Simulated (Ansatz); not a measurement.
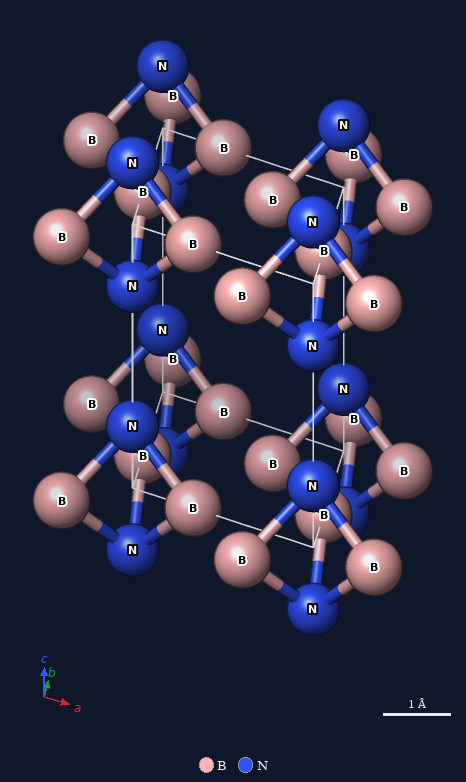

The starting structure (ball-and-stick view of the cell of the calculation, seen at an oblique angle). An atom can appear more than once, as a periodic image.

# Run report: B3N2, geometry relaxation (part 1 of 2)

B3N2 (5 atoms in the cell), computed with DFT PBE, scalar-relativistic, plane waves, PAW, no spin polarisation (Ansatz 0.2.0).

The structure was made by a generator, so it may or may not be a known phase.

### Log
```
Engine: ansatz 0.2.0, x86_64-unknown-linux-gnu
Pseudopotentials: kind: paw
Pseudopotential: B, paw, valence charge 3, recommended cutoff 420 eV (normal), B.paw.azcp
Pseudopotential: N, paw, valence charge 5, recommended cutoff 420 eV (normal), N.paw.azcp
Functional definition: PBE
  parameter kappa = 0.804
  parameter beta = 0.06672455060314922
  exchange = pbe_x(kappa = kappa, mu = beta*pi^2/3)
  correlation = pbe_c(beta = beta)
Crystal: 5 atoms, lattice volume = 45.307 Å³
Basis set: ecut = 420 eV, 879 PW (Γ), exchange–correlation on 48×48×60 points (8 copies of the dense FFT grid, shifted against one another)
Bands: 15, of which v1, the nominal top of the filled ones, is band 10 counted from 1 (9 counted from 0)
Symmetry: 12 space group operations
Space group: P-62m (ITA 189), of the structure as read, at distance tolerance 3.6e-5 Å
k-points: 95 of 1152 (time reversal used)
Non-local potential: B, projectors of the file, l = 0: 2, l = 1: 2, l = 2: 1
Non-local potential: N, projectors of the file, l = 0: 2, l = 1: 2, l = 2: 1
PAW form: soft (Blöchl's): semilocal exchange-correlation on the pseudo side does not see the compensation charge
PAW one-centre angular grid: B, 110 points (default); XC on 64 Gauss nodes
PAW one-centre angular grid: N, 110 points (default); XC on 64 Gauss nodes
Initial density: superposition of atomic densities (neutral atoms: chi_scale 0, normalization atom), corrected by the library's trained network
Initial wavefunctions: pseudopotential atomic-orbital guess
Functional: x = pbe(κ = 0.804, μ = 0.2195149727645171), c = pbe(β = 0.06672455060314922)
SCF iter   1: F=—  HF=-1232.801555 eV  |F-HF|=—  |Δ(HF+E_count)|=         —  Δρ=1.46e-2  dr2=1.53e-1  ethr=1.77e-3  ⟨swp⟩=5.6  Hψ=7929  notcnv=0
preconditioner: auto → LDOS  [metal: Δε(μ)=0.025 eV  Ē_g=13.754 eV  σ=0.100 eV  W_gap=0.14  n_scr=8 (ndim 8)  ℏωp=24.0 eV  f_vac=0.109  D(μ)=1.93/eV (n_scr^D=20)  β→1.0]
SCF iter   2: F=—  HF=-1232.784874 eV  |F-HF|=—  |Δ(HF+E_count)|=   1.67e-2  Δρ=1.50e-2  dr2=1.11e-1  ethr=8.04e-4  ⟨swp⟩=2.3  Hψ=3275  notcnv=0  defer=129
SCF iter   3: F=—  HF=-1232.751700 eV  |F-HF|=—  |Δ(HF+E_count)|=   3.32e-2  Δρ=1.57e-3  dr2=9.38e-4  ethr=5.84e-4  ⟨swp⟩=2.3  Hψ=2495  notcnv=0  defer=119
SCF iter   4: F=—  HF=-1232.751700 eV  |F-HF|=—  |Δ(HF+E_count)|=   1.23e-7  Δρ=4.27e-4  dr2=4.34e-5  ethr=4.93e-6  ⟨swp⟩=2.4  Hψ=2441  notcnv=0  defer=118
SCF iter   5: F=—  HF=-1232.751668 eV  |F-HF|=—  |Δ(HF+E_count)|=   3.21e-5  Δρ=7.79e-5  dr2=2.03e-6  ethr=2.29e-7  ⟨swp⟩=2.3  Hψ=2162  notcnv=0  defer=118
SCF iter   6: F=—  HF=-1232.751668 eV  |F-HF|=—  |Δ(HF+E_count)|=   1.21e-7  Δρ=2.50e-5  dr2=1.42e-7  ethr=1.07e-8  ⟨swp⟩=2.1  Hψ=2049  notcnv=0  defer=118
SCF iter   7: F=-1232.751668 eV  HF=-1232.751668 eV  |F-HF|=8.89e-11  |Δ(HF+E_count)|=   9.71e-9  Δρ=3.02e-6  dr2=3.58e-9  ethr=5.26e-10  ⟨swp⟩=13.4  Hψ=10148  notcnv=0
SCF 1 converged in 7 iterations: F = -1232.751668 eV  dr2 = 3.58e-9
  greatest PAW one-centre occupation: 0.813 electrons in one spin orbital (limit 2), on the N atom at site 4 (counted from 0), in its partial waves of l = 0
relax step   1: F+E_penalty+E_count = -1232.75166754 eV  Δ(F+E_penalty+E_count) = +0.000e0 eV  max|allowed force component| = 1.397e-1 eV/Å  Δτ_max = 0.0000 Å  P = -0.778 GPa  Ω = 45.307 Å³  (7 SCF iters, dr2 threshold 1.00e-7 eV, accepted)
Crystal: 5 atoms, lattice volume = 44.504 Å³
Basis set: ecut = 420 eV, 855 PW (Γ), exchange–correlation on 48×48×60 points (8 copies of the dense FFT grid, shifted against one another)
Initial density: handed on by an earlier stage of this run
Initial wavefunctions: those handed on with the density
iter 1 solved again at ethr=1.59e-5 eV; its pass at ethr=3.10e-3 eV (dr2=3.03e-3 eV) is discarded
SCF iter   1: F=—  HF=-1232.764151 eV  |F-HF|=—  |Δ(HF+E_count)|=         —  Δρ=2.38e-3  dr2=3.38e-3  ethr=1.59e-5  ⟨swp⟩=2.0  Hψ=10582  notcnv=0
preconditioner: auto → LDOS  [metal: Δε(μ)=0.025 eV  Ē_g=13.670 eV  σ=0.100 eV  W_gap=0.14  n_scr=8 (ndim 8)  ℏωp=24.3 eV  f_vac=0.081  D(μ)=1.95/eV (n_scr^D=20)  β→1.0]
SCF iter   2: F=—  HF=-1232.763453 eV  |F-HF|=—  |Δ(HF+E_count)|=   6.98e-4  Δρ=9.81e-4  dr2=2.07e-4  ethr=1.59e-5  ⟨swp⟩=2.2  Hψ=2194  notcnv=0
SCF iter   3: F=—  HF=-1232.763562 eV  |F-HF|=—  |Δ(HF+E_count)|=   1.09e-4  Δρ=5.05e-4  dr2=1.12e-4  ethr=1.09e-6  ⟨swp⟩=2.0  Hψ=2331  notcnv=0
SCF iter   4: F=—  HF=-1232.763527 eV  |F-HF|=—  |Δ(HF+E_count)|=   3.51e-5  Δρ=1.15e-4  dr2=3.03e-6  ethr=5.90e-7  ⟨swp⟩=2.1  Hψ=2221  notcnv=0
SCF iter   5: F=-1232.763530 eV  HF=-1232.763530 eV  |F-HF|=2.33e-8  |Δ(HF+E_count)|=   2.26e-6  Δρ=2.57e-5  dr2=1.79e-7  ethr=2.63e-9  ⟨swp⟩=11.5  Hψ=11357  notcnv=0
SCF 2 converged in 5 iterations: F = -1232.763530 eV  dr2 = 1.79e-7
relax step   2: F+E_penalty+E_count = -1232.76352958 eV  Δ(F+E_penalty+E_count) = -1.186e-2 eV  max|allowed force component| = 1.038e-1 eV/Å  Δτ_max = 0.0186 Å  P = +0.019 GPa  Ω = 44.504 Å³  energy of the carried Pulay correction = +2.767e-3 eV  (5 SCF iters, dr2 threshold 5.00e-7 eV, accepted)
Crystal: 5 atoms, lattice volume = 44.395 Å³
iter 1 solved again at ethr=6.16e-7 eV; its pass at ethr=3.10e-3 eV (dr2=1.17e-4 eV) is discarded
SCF iter   1: F=—  HF=-1232.764536 eV  |F-HF|=—  |Δ(HF+E_count)|=         —  Δρ=5.23e-4  dr2=1.08e-4  ethr=6.16e-7  ⟨swp⟩=2.3  Hψ=9506  notcnv=0
preconditioner: auto → LDOS  [metal: Δε(μ)=0.025 eV  Ē_g=13.676 eV  σ=0.100 eV  W_gap=0.14  n_scr=8 (ndim 8)  ℏωp=24.3 eV  f_vac=0.088  D(μ)=1.97/eV (n_scr^D=20)  β→1.0]
SCF iter   2: F=—  HF=-1232.764514 eV  |F-HF|=—  |Δ(HF+E_count)|=   2.16e-5  Δρ=1.56e-4  dr2=5.38e-6  ethr=5.66e-7  ⟨swp⟩=2.4  Hψ=2273  notcnv=0
SCF iter   3: F=—  HF=-1232.764516 eV  |F-HF|=—  |Δ(HF+E_count)|=   2.03e-6  Δρ=6.14e-5  dr2=1.44e-6  ethr=2.63e-9  ⟨swp⟩=12.2  Hψ=11890  notcnv=0
SCF iter   4: F=-1232.764516 eV  HF=-1232.764516 eV  |F-HF|=1.02e-7  |Δ(HF+E_count)|=   3.81e-7  Δρ=1.37e-5  dr2=1.41e-7  ethr=2.63e-9  ⟨swp⟩=10.5  Hψ=10713  notcnv=0
SCF 3 converged in 4 iterations: F = -1232.764516 eV  dr2 = 1.41e-7
relax step   3: F+E_penalty+E_count = -1232.76451563 eV  Δ(F+E_penalty+E_count) = -9.860e-4 eV  max|allowed force component| = 3.066e-2 eV/Å  Δτ_max = 0.0044 Å  P = +0.056 GPa  Ω = 44.395 Å³  energy of the carried Pulay correction = +3.148e-3 eV  (4 SCF iters, dr2 threshold 5.00e-7 eV, accepted)
Crystal: 5 atoms, lattice volume = 44.432 Å³
iter 1 solved again at ethr=4.55e-8 eV; its pass at ethr=3.10e-3 eV (dr2=8.64e-6 eV) is discarded
SCF iter   1: F=—  HF=-1232.764445 eV  |F-HF|=—  |Δ(HF+E_count)|=         —  Δρ=1.67e-4  dr2=7.89e-6  ethr=4.55e-8  ⟨swp⟩=2.2  Hψ=9482  notcnv=0
preconditioner: auto → LDOS  [metal: Δε(μ)=0.024 eV  Ē_g=13.674 eV  σ=0.100 eV  W_gap=0.14  n_scr=8 (ndim 8)  ℏωp=24.3 eV  f_vac=0.088  D(μ)=1.97/eV (n_scr^D=20)  β→1.0]
SCF iter   2: F=—  HF=-1232.764451 eV  |F-HF|=—  |Δ(HF+E_count)|=   6.42e-6  Δρ=6.35e-5  dr2=1.94e-6  ethr=4.15e-8  ⟨swp⟩=2.1  Hψ=2283  notcnv=0
SCF iter   3: F=—  HF=-1232.764451 eV  |F-HF|=—  |Δ(HF+E_count)|=   4.62e-7  Δρ=3.15e-5  dr2=3.33e-7  ethr=1.02e-8  ⟨swp⟩=2.0  Hψ=2319  notcnv=0
SCF iter   4: F=-1232.764451 eV  HF=-1232.764451 eV  |F-HF|=2.99e-9  |Δ(HF+E_count)|=   7.33e-8  Δρ=7.61e-6  dr2=1.36e-8  ethr=5.01e-10  ⟨swp⟩=9.2  Hψ=8844  notcnv=0
SCF 4 converged in 4 iterations: F = -1232.764451 eV  dr2 = 1.36e-8
relax step   4: F+E_penalty+E_count = -1232.76445061 eV  Δ(F+E_penalty+E_count) = +6.503e-5 eV  max|allowed force component| = 9.602e-3 eV/Å  Δτ_max = 0.0010 Å  P = -0.039 GPa  Ω = 44.432 Å³  energy of the carried Pulay correction = +3.019e-3 eV  (4 SCF iters, dr2 threshold 9.53e-8 eV, accepted)
Crystal: 5 atoms, lattice volume = 44.429 Å³
iter 1 solved again at ethr=5.06e-8 eV; its pass at ethr=3.10e-3 eV (dr2=9.62e-6 eV) is discarded
SCF iter   1: F=—  HF=-1232.764459 eV  |F-HF|=—  |Δ(HF+E_count)|=         —  Δρ=1.55e-4  dr2=1.05e-5  ethr=5.06e-8  ⟨swp⟩=1.8  Hψ=8899  notcnv=0
preconditioner: auto → LDOS  [metal: Δε(μ)=0.024 eV  Ē_g=13.678 eV  σ=0.100 eV  W_gap=0.14  n_scr=8 (ndim 8)  ℏωp=24.3 eV  f_vac=0.088  D(μ)=1.97/eV (n_scr^D=20)  β→1.0]
SCF iter   2: F=—  HF=-1232.764466 eV  |F-HF|=—  |Δ(HF+E_count)|=   6.47e-6  Δρ=1.50e-4  dr2=9.25e-6  ethr=5.06e-8  ⟨swp⟩=2.0  Hψ=2334  notcnv=0
SCF iter   3: F=—  HF=-1232.764463 eV  |F-HF|=—  |Δ(HF+E_count)|=   2.72e-6  Δρ=1.07e-5  dr2=3.77e-8  ethr=4.87e-8  ⟨swp⟩=2.3  Hψ=2187  notcnv=0
SCF iter   4: F=-1232.764463 eV  HF=-1232.764463 eV  |F-HF|=2.93e-10  |Δ(HF+E_count)|=   1.54e-8  Δρ=2.06e-6  dr2=1.95e-9  ethr=8.68e-11  ⟨swp⟩=8.3  Hψ=8285  notcnv=0
SCF 5 converged in 4 iterations: F = -1232.764463 eV  dr2 = 1.95e-9
relax step   5: F+E_penalty+E_count = -1232.76446321 eV  Δ(F+E_penalty+E_count) = -1.260e-5 eV  max|allowed force component| = 7.597e-3 eV/Å  Δτ_max = 0.0004 Å  P = +0.050 GPa  Ω = 44.429 Å³  energy of the carried Pulay correction = +3.029e-3 eV  (4 SCF iters, dr2 threshold 1.65e-8 eV, accepted)
Crystal: 5 atoms, lattice volume = 44.433 Å³
iter 1 solved again at ethr=8.17e-9 eV; its pass at ethr=3.10e-3 eV (dr2=1.55e-6 eV) is discarded
SCF iter   1: F=—  HF=-1232.764443 eV  |F-HF|=—  |Δ(HF+E_count)|=         —  Δρ=5.80e-5  dr2=1.59e-6  ethr=8.17e-9  ⟨swp⟩=1.2  Hψ=8693  notcnv=0
SCF iter   2: F=—  HF=-1232.764450 eV  |F-HF|=—  |Δ(HF+E_count)|=   7.09e-6  Δρ=5.42e-5  dr2=1.19e-6  ethr=8.17e-9  ⟨swp⟩=2.0  Hψ=2334  notcnv=0
SCF iter   3: F=—  HF=-1232.764450 eV  |F-HF|=—  |Δ(HF+E_count)|=   3.35e-7  Δρ=5.66e-6  dr2=1.14e-8  ethr=6.28e-9  ⟨swp⟩=2.1  Hψ=2198  notcnv=0
SCF iter   4: F=-1232.764450 eV  HF=-1232.764450 eV  |F-HF|=4.06e-10  |Δ(HF+E_count)|=  3.60e-10  Δρ=1.46e-6  dr2=8.91e-10  ethr=3.89e-11  ⟨swp⟩=7.6  Hψ=7308  notcnv=0
SCF 6 converged in 4 iterations: F = -1232.764450 eV  dr2 = 8.91e-10
relax step   6: F+E_penalty+E_count = -1232.76444968 eV  Δ(F+E_penalty+E_count) = +1.353e-5 eV  max|allowed force component| = 8.268e-5 eV/Å  Δτ_max = 0.0001 Å  P = +0.000 GPa  Ω = 44.433 Å³  energy of the carried Pulay correction = +3.013e-3 eV  (4 SCF iters, dr2 threshold 7.40e-9 eV, accepted)
Initial wavefunctions: pseudopotential atomic-orbital guess (no wavefunctions were taken with the density)
iter 1 solved again at ethr=1.21e-7 eV; its pass at ethr=3.10e-3 eV (dr2=2.31e-5 eV) is discarded
SCF iter   1: F=—  HF=-1232.761867 eV  |F-HF|=—  |Δ(HF+E_count)|=         —  Δρ=1.14e-4  dr2=6.68e-7  ethr=1.21e-7  ⟨swp⟩=3.2  Hψ=12095  notcnv=0
preconditioner: auto → LDOS  [metal: Δε(μ)=0.025 eV  Ē_g=13.675 eV  σ=0.100 eV  W_gap=0.14  n_scr=8 (ndim 8)  ℏωp=24.3 eV  f_vac=0.088  D(μ)=1.97/eV (n_scr^D=20)  β→1.0]
SCF iter   2: F=—  HF=-1232.761879 eV  |F-HF|=—  |Δ(HF+E_count)|=   1.16e-5  Δρ=2.23e-5  dr2=1.52e-7  ethr=3.52e-9  ⟨swp⟩=2.0  Hψ=2334  notcnv=0
SCF iter   3: F=—  HF=-1232.761879 eV  |F-HF|=—  |Δ(HF+E_count)|=   3.11e-8  Δρ=9.29e-6  dr2=2.72e-8  ethr=8.02e-10  ⟨swp⟩=2.0  Hψ=2331  notcnv=0
SCF iter   4: F=—  HF=-1232.761879 eV  |F-HF|=—  |Δ(HF+E_count)|=   6.44e-9  Δρ=2.13e-6  dr2=9.95e-10  ethr=1.43e-10  ⟨swp⟩=2.4  Hψ=2209  notcnv=0
SCF iter   5: F=—  HF=-1232.761879 eV  |F-HF|=—  |Δ(HF+E_count)|=  1.85e-10  Δρ=8.79e-7  dr2=1.92e-10  ethr=5.24e-12  ⟨swp⟩=2.3  Hψ=2098  notcnv=0
SCF iter   6: F=-1232.761879 eV  HF=-1232.761879 eV  |F-HF|=2.50e-12  |Δ(HF+E_count)|=  7.96e-12  Δρ=1.25e-7  dr2=4.63e-12  ethr=1.00e-12  ⟨swp⟩=6.9  Hψ=6766  notcnv=0
SCF 7 converged in 6 iterations: F = -1232.761879 eV  dr2 = 4.63e-12
relax step   7: F+E_penalty+E_count = -1232.76187855 eV  Δ(F+E_penalty+E_count) = +2.571e-3 eV  max|allowed force component| = 9.885e-4 eV/Å  Δτ_max = 0.0000 Å  P = -0.094 GPa  Ω = 44.433 Å³  stress off target by 1.67e-1 GPa  SCF on the basis re-selected at this cell (its energy is not comparable with the rows above)  (6 SCF iters)
basis re-selected at this cell: Δ(F+E_penalty+E_count) = +2.571e-3 eV, ΔP = -0.094 GPa vs the last step (what re-selecting the basis moved, of the pressure what is left beyond the Pulay correction that the steps carried, after the strain that the cell walked since its last selection, with what the two solves' SCF thresholds leave and, on support functions, any second-order correction that the steps lacked; it is no measure of the basis error at this ecutwfc). This SCF's stress stands 1.67e-1 GPa from its target on what of the cell is left free (relax.cell.stress_tol is 5.00e-2 GPa) and its largest allowed force component is 9.89e-4 eV/Å (relax.f_tol is 1.00e-2 eV/Å): not within both, so this SCF does not close the relaxation
Crystal: 5 atoms, lattice volume = 44.385 Å³
iter 1 solved again at ethr=7.38e-8 eV; its pass at ethr=3.10e-3 eV (dr2=1.40e-5 eV) is discarded
SCF iter   1: F=—  HF=-1232.762058 eV  |F-HF|=—  |Δ(HF+E_count)|=         —  Δρ=1.25e-4  dr2=1.27e-5  ethr=7.38e-8  ⟨swp⟩=2.2  Hψ=9441  notcnv=0
preconditioner: auto → LDOS  [metal: Δε(μ)=0.024 eV  Ē_g=13.679 eV  σ=0.100 eV  W_gap=0.14  n_scr=8 (ndim 8)  ℏωp=24.3 eV  f_vac=0.088  D(μ)=1.97/eV (n_scr^D=20)  β→1.0]
SCF iter   2: F=—  HF=-1232.762064 eV  |F-HF|=—  |Δ(HF+E_count)|=   5.20e-6  Δρ=6.00e-5  dr2=7.98e-7  ethr=6.67e-8  ⟨swp⟩=2.2  Hψ=2167  notcnv=0
SCF iter   3: F=—  HF=-1232.762064 eV  |F-HF|=—  |Δ(HF+E_count)|=   3.59e-7  Δρ=2.62e-5  dr2=3.01e-7  ethr=3.68e-10  ⟨swp⟩=11.1  Hψ=10904  notcnv=0
SCF iter   4: F=-1232.762064 eV  HF=-1232.762064 eV  |F-HF|=1.26e-8  |Δ(HF+E_count)|=   8.32e-8  Δρ=6.41e-6  dr2=1.80e-8  ethr=3.68e-10  ⟨swp⟩=6.8  Hψ=8963  notcnv=0
SCF 8 converged in 4 iterations: F = -1232.762064 eV  dr2 = 1.80e-8
relax step   8: F+E_penalty+E_count = -1232.76206386 eV  Δ(F+E_penalty+E_count) = -1.853e-4 eV  max|allowed force component| = 2.333e-4 eV/Å  Δτ_max = 0.0008 Å  P = -0.004 GPa  Ω = 44.385 Å³  energy of the carried Pulay correction = +1.639e-4 eV  (4 SCF iters, dr2 threshold 6.99e-8 eV, accepted)
iter 1 solved again at ethr=1.22e-7 eV; its pass at ethr=3.10e-3 eV (dr2=2.32e-5 eV) is discarded
SCF iter   1: F=—  HF=-1232.761890 eV  |F-HF|=—  |Δ(HF+E_count)|=         —  Δρ=8.23e-6  dr2=1.60e-8  ethr=1.22e-7  ⟨swp⟩=3.2  Hψ=12076  notcnv=0
preconditioner: auto → LDOS  [metal: Δε(μ)=0.025 eV  Ē_g=13.679 eV  σ=0.100 eV  W_gap=0.14  n_scr=8 (ndim 8)  ℏωp=24.3 eV  f_vac=0.088  D(μ)=1.97/eV (n_scr^D=20)  β→1.0]
SCF iter   2: F=—  HF=-1232.761898 eV  |F-HF|=—  |Δ(HF+E_count)|=   8.42e-6  Δρ=3.67e-6  dr2=2.88e-9  ethr=8.40e-11  ⟨swp⟩=3.0  Hψ=2788  notcnv=0
SCF iter   3: F=—  HF=-1232.761898 eV  |F-HF|=—  |Δ(HF+E_count)|=  6.12e-10  Δρ=1.23e-6  dr2=6.09e-10  ethr=1.52e-11  ⟨swp⟩=2.0  Hψ=2329  notcnv=0
SCF iter   4: F=-1232.761898 eV  HF=-1232.761898 eV  |F-HF|=5.46e-12  |Δ(HF+E_count)|=  4.09e-11  Δρ=2.51e-7  dr2=1.83e-11  ethr=1.00e-12  ⟨swp⟩=5.8  Hψ=8208  notcnv=0
SCF 9 converged in 4 iterations: F = -1232.761898 eV  dr2 = 1.83e-11
relax step   9: F+E_penalty+E_count = -1232.76189848 eV  Δ(F+E_penalty+E_count) = +1.654e-4 eV  max|allowed force component| = 2.853e-4 eV/Å  Δτ_max = 0.0000 Å  P = -0.006 GPa  Ω = 44.385 Å³  stress off target by 1.15e-2 GPa  SCF on the basis re-selected at this cell (its energy is not comparable with the rows above)  (4 SCF iters)
```

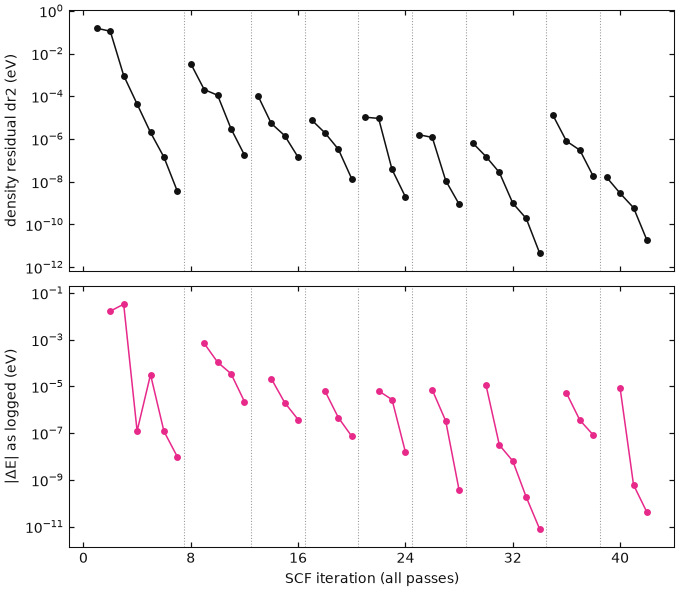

Convergence of the self-consistent field: density residual dr2 and size of the energy change against the SCF iteration. The dotted lines part the SCF passes of the relaxation: geometry steps, rejected trials and re-solves on a re-selected basis. The 9 passes take 4 to 7 iterations each, 42 in all.
